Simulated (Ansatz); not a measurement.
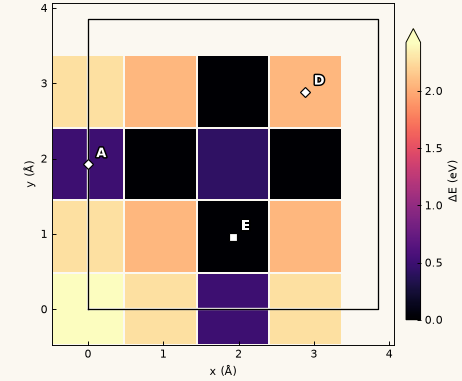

C on a Tl(100) slab cut from the Im-3m phase (4 atoms of substrate and one adsorbate in a 1 × 1 cell). One C atom a 1 × 1 cell is placed over a mesh of places on the rigid (1 0 0) surface, and only its height is relaxed. Places are given modulo a cell vector. The map is drawn in real space over the plane of the surface. The grid has 4 × 4 points. All energies are given in eV relative to the lowest grid point. The relaxed height changes by up to 1.4 Å between neighbouring points. With one adsorbate in each 1 × 1 cell, its nearest image is 3.9 Å away, so neighbouring adsorbates interact. Computed with DFT PBEsol, scalar-relativistic, plane waves, PAW (Ansatz 0.2.0).

The picture shows one coloured cell a grid point, the outline of one cell of the plane, one colour for all values above the top of the scale, lettered points.

> Rank the lettered points by energy, lowest first.

E (0.00 eV), A (0.50 eV), D (2.06 eV).
